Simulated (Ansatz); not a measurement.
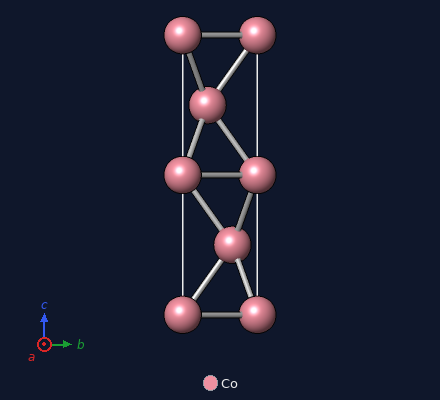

The structure, seen along [100]; the drawing may span several cells.

Structure (in its standard cell), the geometry relaxed with DFT, m-r2SCAN, plane waves (500 eV) with PAW, scalar-relativistic (Ansatz); the starting structure was generated, so it need not be a known form of this composition:

```
Co
1.0
     2.45852    0.00000    0.00000
    -1.22926    2.12914    0.00000
     0.00000    0.00000    7.96971
Co
4
Direct
  0.00000 0.00000 0.00000
  0.00000 0.00000 0.50000
  0.33333 0.66667 0.25000
  0.66667 0.33333 0.75000
```

What does the kinematic electron diffraction pattern along [100] look like at 300 kV (B = 0.3 Å²)?

The spots form a rectangular net whose two shortest vectors correspond to d = 7.97 Å and 2.13 Å, 90.0° apart. They are 0 0 1 (itself extinct) and 0 1 0. The pattern has symmetry 2mm. A screw axis and a glide plane both extinguish reflections such as 0 0 1, 0 0 3, 0 0 5; reflections such as 0 3 1, 0 3 3 are allowed by the space group but vanish because the atoms sit on special positions; reflections such as 0 0 2, 0 0 6 are allowed but too weak to see at this display level.

Strongest reflections with d > 0.87 Å, one of each family (|F|² from tabulated Gaussian fits of the electron scattering factors, times a small damping for the curvature of the Ewald sphere):

```json
{"hkl": "0 0 4", "d (Å)": "1.992", "I (strongest = 100)": "100"}
{"hkl": "0 1 2", "d (Å)": "1.878", "I (strongest = 100)": "50"}
{"hkl": "0 0 8", "d (Å)": "0.996", "I (strongest = 100)": "21"}
{"hkl": "0 1 1", "d (Å)": "2.057", "I (strongest = 100)": "20"}
{"hkl": "0 1 6", "d (Å)": "1.127", "I (strongest = 100)": "16"}
{"hkl": "0 1 3", "d (Å)": "1.661", "I (strongest = 100)": "13"}
```

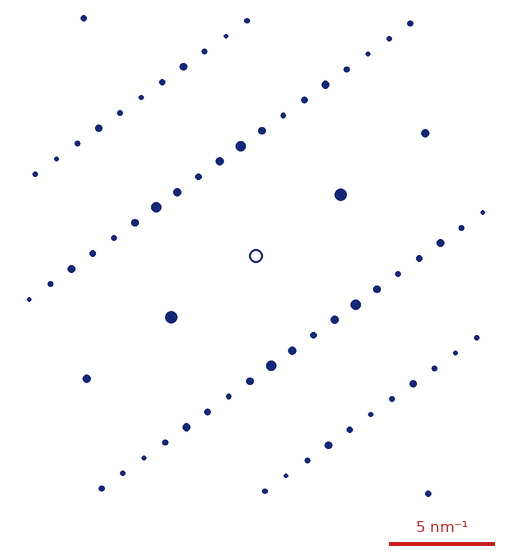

Calculated pattern, seen from the source side with [100] pointing towards the source.
